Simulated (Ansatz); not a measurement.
## Molecular dynamics, with input and output: C₁₁H₁₂O₁₆ (part 2 of 2)

C₁₁H₁₂O₁₆ (disordered cell, 39 atoms in the cell); DFT LDA, scalar-relativistic, plane waves, PAW, no spin polarisation (Ansatz 0.2.0); cutoff 420 eV, 1×1×1 k-mesh, Fermi–Dirac smearing of 0.05 eV. It belongs to a series of runs on one base structure; here: dynamics from the start.

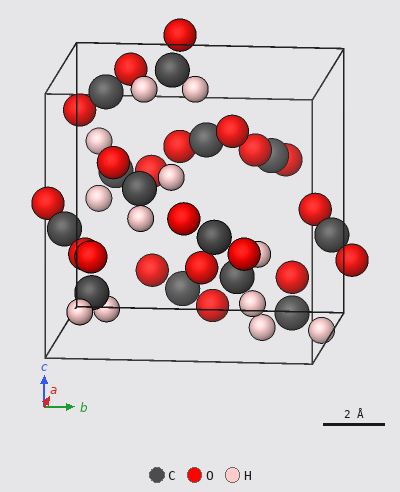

The geometry at step 126 of the log (spheres-only view of the cell of the calculation, seen at an oblique angle).

```
automatic band count: iteration 1 solves 90 bands in place of 115: the levels show a gap, and the empty bands left out lie too high to hold charge; the band table lists the
[...]
--- Per-component energies (eV) ---
  E_band       = -1661.134401
  E_kinetic    = 3887.565955
  E_local      = -14331.757166  (includes V_loc(G=0)·N_el)
  E_nonlocal   = 1145.705656
  E_hartree    = 5267.852103
  E_xc         = -1739.579916
  E_vxc        = -2215.482352  (∫ρ·V_xc dr)
  E_paw        = -3372.524072  (= ΣΔE_a)
  E_vpaw       = -682.897017  (= ΣTr[D̂ρ^β])
  E_aug_tail   = 0.024678  (compensation charges beyond the density's cutoff)
  E_ewald      = -2582.961530
  E_core_change = 2.241901  (= ΣΔE_core)
  E_smearing   = -0.000000  (= −TS)
  E_closure    = 0.000000  (closes the sum)
  Σ components = -11723.432389   (vs F -11723.432389, Δ=0.00e0)
--- Forces (eV/Å), atoms counted from 1 ---
  atom   1  C      0.59376796    -0.43995274     2.03209318
  atom   2  O     -0.35813439     0.06649950    -0.79838190
  atom   3  O     -0.33738609     0.40393545    -1.52861271
  atom   4  C      1.96753833    -2.46368987    -0.44984169
  atom   5  O     -2.11642446     2.14651853     0.25963685
  atom   6  O      0.01208623     0.54402530     0.25057906
  atom   7  C     -1.13052018     1.34030943    -0.82493528
  atom   8  O      1.44420291     0.27088308    -1.12813435
  atom   9  O     -0.42874048    -1.74866443     2.34580598
  atom  10  C     -0.45223715    -0.24759682    -2.05088611
  atom  11  O      0.83533838     0.27652832     1.17174585
  atom  12  O      0.10176514    -0.20183103     0.99933648
  atom  13  C     -3.73216296    -5.87826942    -2.12489066
  atom  14  O      1.39665523     2.70591443     1.16417200
  atom  15  O      2.03671029     3.14380502     0.94810968
  atom  16  O      0.89535321    -0.94417232     1.29021461
  atom  17  C     -1.12043067     1.45163084    -2.14971820
  atom  18  H     -0.36554749    -0.36303569     0.91292785
  atom  19  H      0.43969882    -0.37887982    -0.28878917
  atom  20  O     -0.45404785     3.23913227    -1.12632346
  atom  21  C     -0.14088343    -3.06300076     1.15643203
  atom  22  H     -0.30548556     0.23637301     0.21292745
  atom  23  H      0.97302966    -0.38988010    -0.21831532
  atom  24  O      0.08661796     0.04962311     0.61989302
  atom  25  C     -2.27277835     1.96125197    -0.58255710
  atom  26  H      1.00643521    -1.69642303     0.50420574
  atom  27  H      1.27403723    -0.15114642    -0.56723545
  atom  28  O      2.17826478    -1.23540051     3.19636618
  atom  29  C     -1.08533849     1.40756727    -3.71125149
  atom  30  H     -0.02463238     0.82147000     0.54111283
  atom  31  H     -0.59744700    -0.49098734     0.00208857
  atom  32  O     -2.16757033     1.74020173    -2.41455611
  atom  33  C      2.11647535    -1.44301817     2.42993206
  atom  34  H      0.19584403    -0.40628370     0.52136139
  atom  35  H     -0.14915240     0.03442682    -0.66844323
  atom  36  O     -0.60101557     0.92090580    -0.29410280
  atom  37  C     -0.98957595    -0.46394113     2.53194913
  atom  38  H      0.87101023    -1.10850634    -1.60996257
  atom  39  H      0.40451168     0.35356744    -0.55400579
  max |Σ_I F_I| component: 1.69e-4 eV/Å
--- MD trajectory: 210 steps, t = 0.0 → 157.5 fs ---
  final state: T = 758.5 K   F+E_penalty+E_count = -11723.43238907 eV   E_kin = 3.823706 eV
```

## Trajectory as extended XYZ (Å, eV, eV/Å), 6 of the 211 frames kept, from step=0 to step=210
```
39
Lattice="8.8621 0.0000 0.0000 0.0000 8.8621 0.0000 0.0000 0.0000 8.8621" Properties=species:S:1:pos:R:3:forces:R:3 step=0 time_fs=0.0 energy=-11725.67775 temperature=682.1
C     0.1619    4.5911    2.7777   -0.0351  -0.0101  -0.1368
O     0.1252    5.6911    2.3989    0.0324  -0.1362   0.1274
O     0.2029    3.4977    3.1664   -0.0146   0.1782   0.0090
C     0.9976    7.3661    6.7790    0.0350  -0.0054  -0.0509
O     1.8472    6.7072    7.2288   -0.3183   0.2421  -0.1470
O     0.1482    8.0336    6.3421    0.3148  -0.2140   0.2297
C     4.6696    0.2990    3.3315   -0.0622  -0.0820   0.0001
O     4.7155   -0.6402    4.0140    0.0406   0.0855  -0.0240
O     4.6317    1.2261    2.6307    0.0526  -0.0073   0.0292
C     3.8015    4.8145    6.6231   -0.0251   0.0171  -0.0157
O     3.0529    4.1047    6.0850    0.1697   0.1517   0.1426
O     4.5596    5.5182    7.1574   -0.1389  -0.1710  -0.1329
C     4.1493    1.6363    7.5261    0.0085   0.0040  -0.0295
O     4.7052    2.5610    7.9733   -0.2719  -0.5066  -0.2560
O     3.5887    0.7104    7.0929    0.2254   0.4591   0.2580
O     2.2726    8.3564    2.4009   -0.1607  -0.1484  -0.4007
C     1.9379    8.0546    1.2851    0.1874   0.0664   0.1537
H     0.9803    7.5013    1.0786    0.0584   0.0546   0.0886
H     2.5792    8.2850    0.3828   -0.0965   0.0015   0.1552
O     5.1268    4.6615    2.2430    0.2941   0.4506  -0.2375
C     5.7070    5.4721    1.5556   -0.1055  -0.1613   0.3179
H     6.4693    6.1924    1.9820   -0.1924  -0.2743  -0.1039
H     5.4754    5.5784    0.4682    0.0140   0.0351  -0.0217
O     6.2724    1.9989    5.1237    0.0673   0.4822  -0.3984
C     6.2994    2.9976    4.4299   -0.0731  -0.3144  -0.0547
H     6.9403    3.8710    4.7523   -0.1348  -0.1041  -0.1422
H     5.7155    3.0966    3.4593    0.2762  -0.0728   0.6115
O     7.5615    4.0810    9.3756    0.0338  -0.0851  -0.1166
C     7.2373    3.5990    8.3208   -0.2418   0.2495   0.0026
H     6.6443    4.1701    7.5590    0.1078  -0.1086   0.1148
H     7.3952    2.5113    8.0869    0.0752  -0.0306   0.0452
O     7.8883    1.2814    1.5755    0.0054  -0.0899  -0.3112
C     8.0507    0.8087    0.4832   -0.0003  -0.0576   0.3490
H     7.2198    0.3398   -0.1124    0.0128   0.0750   0.0125
H     9.0738    0.7547    0.0056   -0.0254   0.0602  -0.0319
O    -0.2280    3.5484    6.3299   -0.0437  -0.1146  -0.1267
C    -0.1734    2.3790    6.0241    0.1298  -0.1196  -0.0135
H     0.1128    2.0340    4.9939   -0.1319   0.1698   0.2402
H    -0.3386    1.5721    6.7902   -0.0689   0.0311  -0.1352
39
Lattice="8.8621 0.0000 0.0000 0.0000 8.8621 0.0000 0.0000 0.0000 8.8621" Properties=species:S:1:pos:R:3:forces:R:3 step=42 time_fs=31.5 energy=-11724.20045 temperature=634.8
C     0.0689    4.6748    2.5453    0.8365   1.7952  -1.4784
O     0.1625    5.7058    1.9794   -0.1848  -0.9198   1.2911
O     0.0753    3.6418    3.0503   -0.2386  -0.5474   0.8267
C     0.8354    7.4955    6.7579   -1.2548   0.6109   0.2010
O     1.7073    6.7955    7.1255   -1.2045   1.1256  -0.7534
O    -0.0900    8.1984    6.4702    2.5531  -1.8776   0.5837
C     4.6909    0.1539    3.3292    0.6549  -1.3920   2.8325
O     4.8078   -0.6156    4.2294   -0.5411   1.2385  -2.1805
O     4.6777    1.0002    2.5425   -0.1036   0.1671  -0.7180
C     3.7829    4.9797    6.4721   -1.2489  -1.1364  -0.2578
O     2.9832    4.1941    6.1819   -0.2493  -0.3499  -0.2171
O     4.5687    5.7428    6.7947    1.5483   1.3943   0.5495
C     4.0846    1.5386    7.6837   -1.1817  -2.9904  -0.2127
O     4.7114    2.3734    8.1962   -0.3321   0.0296  -0.6186
O     3.4783    0.5727    7.3006    1.5173   3.0544   0.7349
O     2.2965    8.2353    2.4127    0.6479   0.2727   0.3690
C     2.0127    8.0607    1.2645   -0.4309   0.2635  -0.4367
H     1.2191    7.3152    1.0621   -0.1491  -0.2190  -0.5315
H     2.4515    8.6450    0.3753   -0.0293  -0.3441   0.6585
O     5.1997    4.6388    2.1503    0.2259   0.4047  -0.3060
C     5.7855    5.5232    1.5766    0.3588   0.0768   0.4054
H     6.5178    6.2176    2.1692   -0.7391  -0.5354  -0.8714
H     5.6314    5.7002    0.4438    0.2037   0.0540   0.8658
O     6.3438    1.8618    5.1259    0.2656   0.0875  -1.1019
C     6.4487    2.8069    4.3731   -0.7154   0.6667   0.0779
H     6.3460    3.8383    4.8447    0.3018  -0.1534  -0.4428
H     6.5399    2.8226    3.2071   -0.0050  -0.5972   1.3379
O     7.7981    3.9939    9.5017   -0.6681  -0.6109  -1.5012
C     7.2507    3.6782    8.4628    0.7719  -1.1370   1.7185
H     6.5148    4.3464    8.0518   -0.7175   0.7262  -1.0563
H     7.2953    2.6203    8.0278    0.1594   0.5414   0.2139
O     8.0251    1.3298    1.6068   -1.3017  -1.0101  -1.8247
C     7.8485    0.8457    0.4974    0.6706  -0.7480   0.8602
H     6.9830    0.0772    0.0757    1.0787   1.6895   1.1623
H     8.7172    0.9439   -0.2261   -0.4354  -0.0252  -0.1310
O    -0.1081    3.4454    6.3201    0.6926  -1.2815  -1.1023
C     0.0950    2.2662    6.0501   -1.2424   1.4195   0.5561
H     0.2915    1.8030    5.0247    0.1848   0.7461   0.5362
H    -0.1073    1.5543    6.8785    0.3015  -0.4890  -0.0391
39
Lattice="8.8621 0.0000 0.0000 0.0000 8.8621 0.0000 0.0000 0.0000 8.8621" Properties=species:S:1:pos:R:3:forces:R:3 step=84 time_fs=63.0 energy=-11723.35889 temperature=603.0
C     0.1482    4.5740    2.3301   -0.0215   3.6519  -1.3240
O     0.2577    5.6122    1.7905    0.3328  -0.7889   0.2542
O    -0.0263    3.6760    2.9945   -0.0063  -2.6138   1.5647
C     0.6645    7.5001    6.8956   -3.1286   3.2114  -1.1772
O     1.6089    6.8655    6.9400    1.4722  -1.3816   0.4858
O    -0.2468    8.2596    6.7500    1.7400  -2.0711   0.6116
C     4.6885    0.2294    3.4127    0.7503   0.4526  -2.5873
O     4.5922   -0.5584    4.2260   -0.4802  -1.2386   2.3612
O     4.8870    0.8597    2.4521   -0.0966   0.7826   0.2006
C     3.7213    5.0722    6.5705    0.5948  -0.2270   0.4352
O     2.8692    4.2540    6.4729    1.6798   1.7758   0.0523
O     4.6275    5.8315    6.7209   -2.2153  -1.6492  -0.4192
C     4.1214    1.4921    8.0398   -1.6536  -2.7509  -2.6079
O     4.7041    2.3803    8.3930    2.3217   3.7061   2.2145
O     3.5788    0.6315    7.4856   -0.6830  -0.8456   0.3174
O     2.5173    8.1600    2.4212   -1.1190  -0.3996  -2.4651
C     2.0558    7.9668    1.2833    1.9387   1.4485   2.0701
H     1.4145    7.0504    1.1820    0.0540   0.5359  -0.6914
H     2.4067    8.7373    0.4211   -0.9693  -1.5305   1.0622
O     5.3435    4.5885    2.1214   -0.4890  -0.7762   0.4973
C     5.7796    5.6239    1.7427    0.0815   0.7255  -2.0177
H     6.5908    6.1467    2.3228   -0.2554   0.3238  -0.2743
H     5.4231    6.0483    0.6492    0.7067  -0.3034   1.8607
O     6.3201    1.7339    5.1720    0.5603  -1.9863  -0.1549
C     6.6261    2.6280    4.4331   -2.2618   1.2331   1.0304
H     6.3075    3.5749    4.8762    0.6421   1.5513  -0.2467
H     6.8643    2.6405    3.3731    0.6546  -0.7690  -0.7582
O     7.8300    3.8201    9.3891    1.1320   0.0657   1.7332
C     7.1872    3.5987    8.4356   -0.7080  -2.0129  -2.0737
H     6.4885    4.3502    8.0619   -0.6523   0.4371  -0.6459
H     7.2258    2.5695    7.8572   -0.1656   1.1089   0.7270
O     8.1044    1.0313    1.7494   -1.4747  -0.3197  -1.2715
C     7.7156    0.6821    0.6495    0.4637  -0.0175   0.4689
H     6.5974    0.5775    0.2176    1.4721   0.3601   1.1302
H     8.5260    0.3854   -0.0794   -0.4887   0.0449  -0.1879
O     0.0138    3.4248    6.4189    0.0853   0.1275  -1.2432
C     0.1487    2.2738    6.0973   -0.4410  -0.8710   1.0553
H    -0.0019    1.7672    5.0586    0.4718   0.9578   0.8202
H     0.2876    1.5423    6.9729    0.1553   0.0524  -0.8068
39
Lattice="8.8621 0.0000 0.0000 0.0000 8.8621 0.0000 0.0000 0.0000 8.8621" Properties=species:S:1:pos:R:3:forces:R:3 step=126 time_fs=94.5 energy=-11723.70341 temperature=661.7
C     0.2273    4.5362    2.3895   -0.6600  -3.4774   2.1279
O     0.3734    5.5103    1.8182    0.4045   2.0675  -1.1121
O     0.0794    3.5454    3.0130    0.3076   1.4533  -0.7420
C     0.6526    7.4317    6.8352    0.9221  -1.1347   0.1330
O     1.6105    6.7810    6.8211    0.3419   0.1090  -0.0881
O    -0.3293    8.0227    6.8993   -1.1744   1.0216  -0.0990
C     4.8817    0.0688    3.3855   -1.1114   0.4626   1.0760
O     4.4073   -0.4255    4.3253    0.5522  -0.3746  -0.3629
O     5.2521    0.6966    2.4824    0.3066  -0.2519  -0.5811
C     3.5771    4.9295    6.7369    0.0108  -0.1455   0.4983
O     2.6860    4.1534    6.6743    1.8428   1.3852  -0.0341
O     4.4808    5.6822    6.8653   -1.6050  -1.3233  -0.3642
C     4.3070    1.5114    8.1295    1.2171   1.7864   1.9905
O     4.8567    2.2706    8.7987    0.8987   1.3412   0.3094
O     3.7131    0.7087    7.6168   -2.2354  -3.0148  -2.5025
O     2.4342    7.9090    2.4182    0.4140   0.2280   2.4977
C     2.1562    7.9340    1.2763    0.7114   0.6686  -1.6473
H     1.8647    6.9770    0.8244   -0.5872  -0.2043  -0.9085
H     2.3830    8.8855    0.6697   -0.5875  -0.6753  -0.0106
O     5.5087    4.5422    2.0660    0.2963   1.1431  -0.7293
C     5.7261    5.6924    1.7497   -1.2675   0.0240   0.8521
H     6.5273    6.2792    2.3558   -0.5977  -0.2255  -1.0687
H     4.9653    6.2900    1.0040    1.5910  -0.9406   1.0119
O     6.3231    1.5190    5.3622    0.8204   0.7879  -3.1302
C     6.5674    2.3552    4.4638   -0.9995   0.9128   4.2577
H     6.4898    3.4181    4.8794    0.1785  -0.2223  -0.6916
H     6.8449    2.3625    3.4031    0.1071  -1.2843  -0.4960
O     7.8610    3.5487    9.3873   -1.0906  -0.8860  -1.7057
C     7.3002    3.3570    8.3173    1.8775  -0.2762   0.2176
H     6.7882    4.1794    7.7942   -0.5854   0.3049  -0.1108
H     7.4451    2.4057    7.6256   -0.5984   0.9182   1.4116
O     7.9463    0.5804    1.8629    0.4373  -0.1648   1.5350
C     7.6233    0.6508    0.7252   -1.5462   1.4408   0.6545
H     6.7522    1.2412    0.3658   -0.3427   0.0027   0.2717
H     8.1573    0.1884   -0.0328    1.6637  -1.4380  -2.1740
O     0.1600    3.5082    6.3124   -0.4315   0.4899  -0.2487
C     0.2597    2.3171    6.2891    0.7996  -0.5056  -0.4318
H     0.4241    1.7332    5.3161   -0.2097   0.3136   0.6411
H     0.3001    1.7545    7.2642   -0.0714  -0.3163  -0.2463
39
Lattice="8.8621 0.0000 0.0000 0.0000 8.8621 0.0000 0.0000 0.0000 8.8621" Properties=species:S:1:pos:R:3:forces:R:3 step=168 time_fs=126.0 energy=-11723.25931 temperature=641.8
C     0.3659    4.5599    2.4991   -0.9688  -1.2728   0.7564
O     0.4382    5.4449    1.7729    0.4865   1.2958  -0.9447
O     0.1889    3.6698    3.2240    0.3680  -0.0394   0.0058
C     0.5659    7.2076    6.8669    5.1361  -2.1524  -0.7417
O     1.6259    6.6609    6.8067   -2.6219   1.0329   0.5029
O    -0.3770    7.8362    6.8391   -2.5514   1.2693   0.2573
C     4.8741    0.1227    3.3204    1.1110  -0.9095  -0.7991
O     4.5544   -0.5022    4.2683    0.1672   1.4434  -1.7305
O     5.3158    0.6124    2.3192   -1.7160  -0.7704   2.5809
C     3.3858    4.7923    6.8741   -0.8052  -0.5038  -0.6507
O     2.5049    4.0405    6.7188    0.9389   0.2280   0.4985
O     4.2498    5.5559    6.9457    0.4798   0.2213   0.3613
C     4.4039    1.5255    8.2862    1.4017   2.0691  -0.2926
O     4.9904    2.4085    8.8122   -1.3631  -1.4398  -0.1108
O     3.9101    0.7551    7.5795   -0.5011  -0.6368   0.4622
O     2.3836    7.9647    2.3841    0.4895  -0.5097  -0.6580
C     2.2499    8.1587    1.2066   -0.9014   0.4482  -0.3727
H     2.5221    7.3615    0.3337   -0.3168   1.3212   1.3775
H     1.7191    9.1841    0.9415    0.7426  -1.2850  -0.4071
O     5.6217    4.6107    1.9995    0.1421  -3.7465   0.9829
C     5.6199    5.7187    1.6727   -0.6791   4.4768  -0.8713
H     6.5696    6.3870    1.8042   -0.9168  -0.3275  -0.3747
H     4.6005    6.2246    1.2838    1.4886  -0.3420   0.3222
O     6.2057    1.3358    5.3365    0.7566  -0.0129  -0.7419
C     6.5789    2.2563    4.6506   -1.9375   2.6792   2.7208
H     6.3267    3.3795    5.0535    0.5881  -1.5378  -0.5997
H     7.0279    2.3054    3.6815    0.8199  -0.8472  -1.3714
O     7.8929    3.1465    9.2628   -0.3995   0.4534  -0.5433
C     7.3243    3.3160    8.2108    0.8693  -0.4405  -1.1400
H     7.3976    4.2913    7.6534   -0.4271  -0.0621   0.3579
H     6.8775    2.4433    7.5442    0.4370   0.9172   1.0457
O     7.9465    0.3063    2.0248   -0.4945   0.3174   0.5159
C     7.6999    0.6375    0.8941   -0.3774   0.7709   1.1057
H     7.0265    1.4451    0.5116   -0.4705  -0.6947   0.8443
H     8.2929    0.1949    0.1549    1.3906  -1.0839  -2.2813
O     0.1919    3.4813    6.0346    0.3545  -1.8261  -0.0323
C     0.4255    2.3170    6.3200   -1.5920   0.4908  -0.2859
H     0.6041    1.4244    5.6195    0.3252   1.0994  -0.0877
H     0.2026    1.9707    7.3561    0.5469  -0.0933   0.3394
39
Lattice="8.8621 0.0000 0.0000 0.0000 8.8621 0.0000 0.0000 0.0000 8.8621" Properties=species:S:1:pos:R:3:forces:R:3 step=210 time_fs=157.5 energy=-11723.43239 temperature=758.5
C     0.3228    4.5445    2.5072    0.5938  -0.4400   2.0321
O     0.5370    5.3659    1.7214   -0.3581   0.0665  -0.7984
O     0.2470    3.8298    3.4397   -0.3374   0.4039  -1.5286
C     0.5113    7.2466    6.8467    1.9675  -2.4637  -0.4498
O     1.4585    6.5224    6.8511   -2.1164   2.1465   0.2596
O    -0.4731    7.8503    6.7744    0.0121   0.5440   0.2506
C     4.8727   -0.0352    3.1236   -1.1305   1.3403  -0.8249
O     4.4016   -0.4935    4.0922    1.4442   0.2709  -1.1281
O     5.1679    0.5553    2.1213   -0.4287  -1.7487   2.3458
C     3.2119    4.7495    6.8814   -0.4522  -0.2476  -2.0509
O     2.3775    3.9642    6.6280    0.8353   0.2765   1.1717
O     4.0446    5.5591    6.8521    0.1018  -0.2018   0.9993
C     4.3543    1.5877    8.1189   -3.7322  -5.8783  -2.1249
O     4.7840    2.4908    8.6442    1.3967   2.7059   1.1642
O     3.7912    0.6055    7.6929    2.0367   3.1438   0.9481
O     2.4211    8.0497    2.4835    0.8954  -0.9442   1.2902
C     2.2674    8.3168    1.3453   -1.1204   1.4516  -2.1497
H     3.0448    8.2767    0.4854   -0.3655  -0.3630   0.9129
H     1.2558    8.7888    1.0837    0.4397  -0.3789  -0.2888
O     5.8151    4.6622    2.0238   -0.4540   3.2391  -1.1263
C     5.6542    5.8151    1.5647   -0.1409  -3.0630   1.1564
H     6.4370    6.2220    0.8689   -0.3055   0.2364   0.2129
H     4.6902    6.4119    1.8075    0.9730  -0.3899  -0.2183
O     6.2896    1.1265    5.1803    0.0866   0.0496   0.6199
C     6.6032    2.1823    4.7157   -2.2728   1.9613  -0.5826
H     5.9230    3.2094    4.7738    1.0064  -1.6964   0.5042
H     7.3844    2.3364    3.9898    1.2740  -0.1511  -0.5672
O     8.0822    2.9179    8.9268    2.1783  -1.2354   3.1964
C     7.3878    3.4008    8.1284   -1.0853   1.4076  -3.7113
H     7.5386    4.3991    7.6774   -0.0246   0.8215   0.5411
H     6.6734    2.8323    7.5144   -0.5974  -0.4910   0.0021
O     8.2649    0.1749    2.1115   -2.1676   1.7402  -2.4146
C     7.7464    0.6615    1.0728    2.1165  -1.4430   2.4299
H     6.8179    1.2738    0.9693    0.1958  -0.4063   0.5214
H     8.3348    0.4866    0.1544   -0.1492   0.0344  -0.6684
O    -0.1002    3.1670    6.0587   -0.6010   0.9209  -0.2941
C     0.4024    2.1276    6.3346   -0.9896  -0.4639   2.5319
H     0.6343    1.3781    5.6252    0.8710  -1.1085  -1.6100
H     0.4135    1.7695    7.4345    0.4045   0.3536  -0.5540
```

## Results in brief

```tsv
quantity	value
outcome	finished
mean temperature over the second half	649 K
trajectory	210 steps, 157.5 fs
ensemble	nvt_langevin
temperature in the input	700.0 K
time step	0.75 fs
electrons treated	152
potential energy (free energy of the electrons) (last step)	−11723.4324 eV
Fermi energy (last step)	−0.697 eV
largest force (length of the vector) (last step)	7.280 eV/Å
hardware	1 thread of Arm Neoverse V1, 24 GiB of memory available, shared host
wall time	14 min
peak memory	0.54 GiB
```

The input asks for low accuracy. The k-point mesh is coarse for a cell of this size, so the results may not be converged. So short a trajectory is not equilibrated. The logged temperature at the start can lie below the typed one, since it is counted over all degrees of freedom.
